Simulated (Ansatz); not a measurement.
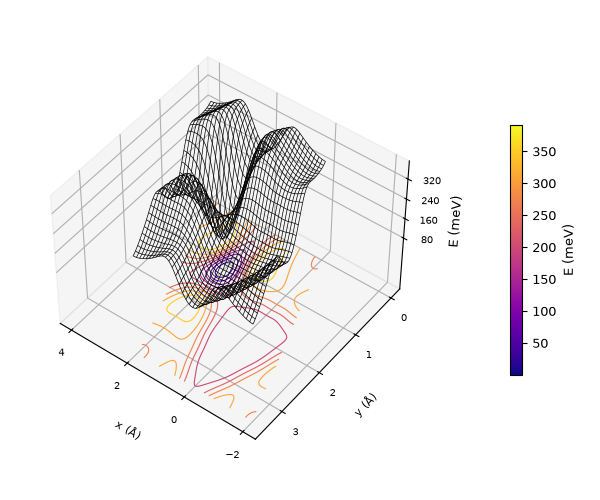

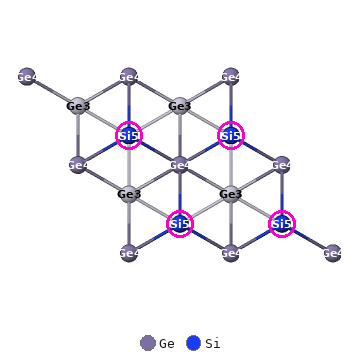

Energy landscape of Si on a Ge(111) slab cut from the Fd-3m phase, its upper half relaxed before the scan (4 atoms of substrate and one adsorbate in a 1 × 1 cell). Si is moved over the surface cell; relaxed at each place: the height of the adsorbate's atoms; substrate rigid; the origin of the map has the adsorbate above Ge4. Places are given modulo a cell vector. The map is drawn in real space over the plane of the surface. Grid: 6 × 6 points; 10 points were computed and 26 follow by symmetry. Energies: meV, counted from the lowest grid point. With one adsorbate in each 1 × 1 cell, its nearest image is 4.0 Å away, so neighbouring adsorbates interact. Theory: Ansatz, DFT LDA, scalar-relativistic, plane waves, PAW. Settings: cutoff 420 eV, k-mesh 9×9×1, gaussian smearing 0.1 eV, no spin polarisation.

In the figure: a relief with its contours projected below. Between grid points the surface is interpolated. The second picture is the structure at the lowest point; rings mark the moved atoms.

### Describe this landscape.

The lowest grid point is at a threefold hollow, (4/6, 2/6) of the cell vectors. There are further wells near a threefold hollow over a second-layer Ge atom, (2/6, 4/6) of the cell vectors (168 meV above the lowest at that grid point); the top site over a surface Ge atom, (0/6, 0/6) of the cell vectors (274 meV above the lowest at that grid point). The highest grid point, (2/6, 1/6) of the cell vectors [nearest 1 Ge at 2.38 Å], lies 378 meV above the lowest. On the interpolated surface the easiest way out of the lowest well to the well at about (0.28, 0.74) of the cell vectors passes a barrier of about 210 meV. At the lowest point the adsorbate has 3 Ge at 2.62 Å as nearest neighbours, at the highest 1 Ge at 2.38 Å. Its relaxed height above the top atom is 1.27 Å at the lowest and 2.08 Å at the highest point.

The input of one point:

```yaml
crystal:
  lattice:
    - [3.9749475856, 0.0, 0.0]
    - [-1.9874737928, 3.4424055879, 0.0]
    - [0.0, 0.0, 19.6181517136]
  atoms:
    - { symbol: Ge, position: [0.3333333333, 0.6666666667, 0.2038928059] }
    - { symbol: Ge, position: [0.0, 0.0, 0.2452515838] }
    - { symbol: Ge, position: [0.0, 0.0, 0.376488145] }
    - { symbol: Ge, position: [0.6666666667, 0.3333333333, 0.413808183] }
    - { symbol: Si, position: [1.3333333333, 0.6666666667, 0.4315437328] }
basis:
  ecutwfc: 420
kpoints:
  mp_grid: { grid: [9, 9, 1] }
hamiltonian:
  xc: lda
  pseudopotentials: { kind: paw, azcp: { folder: soft_1 } }
scf:
  occupations: { method: gaussian, width: 0.1 }
output:
  forces: true
  eigenvalues: true
relax:
  adjacent_minimum: "off"
  f_tol: 0.025
  max_steps: 16
  constraints: [{ sites: [0, 1, 2, 3] }, { sites: [4], fix: xy }]
efield:
  axis: 3
  dipole_correction: true
  ramp_width: 0.04
```

The whole map (10 points run) took 6.9 min on 2 threads of Arm Neoverse V1, on a shared host.
